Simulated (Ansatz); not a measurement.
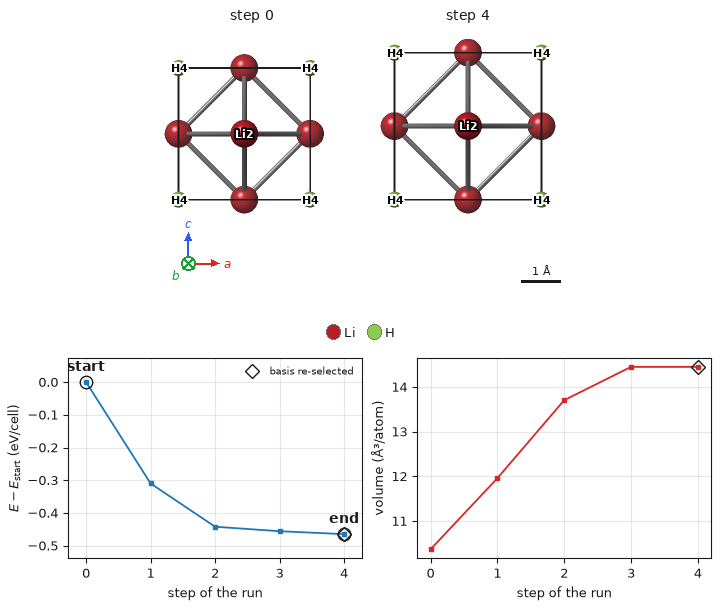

First and last geometry of a relaxation of solid Li$_{3}$H (built on the Cu3Au (L1_2)_221 type) (coarse preliminary run), with the history of the run. The picture is a ball-and-stick view of the cell of the calculation, seen along the b axis.

Case: Cu3Au (L1_2) type (Pm-3m, No. 221).

The calculation used DFT PBE, scalar-relativistic, plane waves, PAW in Ansatz.

Input file:
```yaml
crystal:
  lattice:
    - [3.4611568026, 0.0, 0.0]
    - [0.0, 3.4611568026, 0.0]
    - [0.0, 0.0, 3.4611568026]
  atoms:
    - { symbol: Li, position: [0.0, 0.5, 0.5] }
    - { symbol: Li, position: [0.5, 0.0, 0.5] }
    - { symbol: Li, position: [0.5, 0.5, 0.0] }
    - { symbol: H, position: [0.0, 0.0, 0.0] }
basis:
  ecutwfc: 420
kpoints:
  mp_grid: { grid: [6, 6, 6] }
hamiltonian:
  xc: pbe
scf:
  occupations: { method: gaussian, width: 0.1 }
  lower_state_search: "off"
output:
  forces: true
  stress: true
  eigenvalues: true
relax:
  adjacent_minimum: "off"
  f_tol: 0.04
  max_steps: 70
  cell: { stress_tol: 0.4 }
```

Run as
```bash
ansatz run input.yaml --threads 1 --pin off --max-ram 2560MiB --backend cpu --events-out ev --progress --plain --runs-dir out
```

What do the curves and the structures tell?

It converged. The energy falls by 0.465 eV per cell of the calculation in 3 accepted moves (4 points after the start). All forces vanish by symmetry, so only the cell relaxes. The pressure goes from 11.07 to 0.36 GPa. At 1 point the geometry stayed and the basis and grid were re-selected for the new cell (energy shift of 9.0 meV per cell of the calculation at most each time). The atoms keep their places relative to the cell (all moves are under 0.005 Å). The drawn cell changes as follows: a = b = c 3.461 → 3.866 Å (+11.7 %); the volume changes by +39.4 %. Near-neighbour distances that change, for instance: Li1–Li2 2.447 → 2.734 Å. The space group stays Pm-3m (No. 221).

| step | E − E(0), meV/atom | pressure, GPa | volume, Å³/atom | note |
| --- | --- | --- | --- | --- |
| 0 | 0.00 | 11.07 | 10.366 |  |
| 1 | -77.45 | 5.14 | 11.957 |  |
| 2 | -110.53 | 1.34 | 13.703 |  |
| 3 | -113.95 | 0.23 | 14.448 |  |
| 4 | -116.19 | 0.36 | 14.448 | same geometry, new basis |
